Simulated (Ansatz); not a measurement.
Consider C (slab).

Input file:

```
crystal:
  lattice:
    - [2.455847245, 0.0, 0.0]
    - [-1.2279236225, 2.126826102, 0.0]
    - [0.0, 0.0, 37.3595968049]
  atoms:
    - { symbol: C, position: [0.6666666667, 0.3333333333, 0.2007516312] }
    - { symbol: C, position: [0.3333333333, 0.6666666667, 0.2007536715] }
    - { symbol: C, position: [0.6666666667, 0.3333333333, 0.2952152376] }
    - { symbol: C, position: [0.0, 0.0, 0.2952131973] }
    - { symbol: C, position: [0.3333333333, 0.6666666667, 0.3894005513] }
    - { symbol: C, position: [0.6666666667, 0.3333333333, 0.3893958661] }
    - { symbol: C, position: [0.6666666667, 0.3333333333, 0.6105994487] }
    - { symbol: C, position: [0.3333333333, 0.6666666667, 0.6106041339] }
    - { symbol: C, position: [0.3333333333, 0.6666666667, 0.7047847624] }
    - { symbol: C, position: [0.0, 0.0, 0.7047868027] }
    - { symbol: C, position: [0.6666666667, 0.3333333333, 0.7992463285] }
    - { symbol: C, position: [0.3333333333, 0.6666666667, 0.7992483688] }
basis:
  ecutwfc: 500
kpoints:
  mp_grid: { grid: [15, 15, 1] }
hamiltonian:
  xc: r2scan
scf:
  occupations: { method: gaussian, width: 0.1 }
output:
  forces: true
  stress: true
  eigenvalues: true
  write_density: true
  write_potential: true
  elf: true
  volumetric_format: npy
efield:
  axis: 3
  dipole_correction: true
  ramp_width: 0.04
```

Run with:

```sh
ansatz run input.yaml --threads 1 --pin off --max-ram 2560MiB --backend cpu --events-out ev --progress --plain --runs-dir out
```

All numbers below come from DFT r2SCAN, scalar-relativistic, plane waves, PAW (Ansatz).

### Predict the valence pseudo-density and electron localisation function between the atoms.

C–C (1.42 Å): ρ at the midpoint is about 2.1 e/Å³; the ELF peaks at about 0.95 between the atoms (a covalent bond).

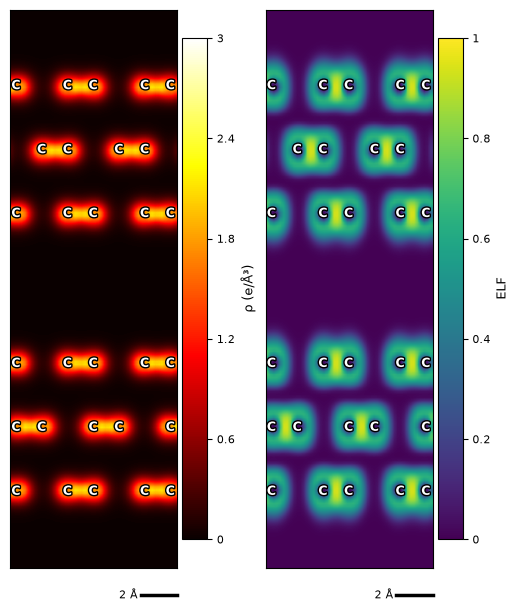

Computed valence pseudo-density and electron localisation function on the (110) plane of the calculation cell, a cut from vacuum to vacuum, in this order. 
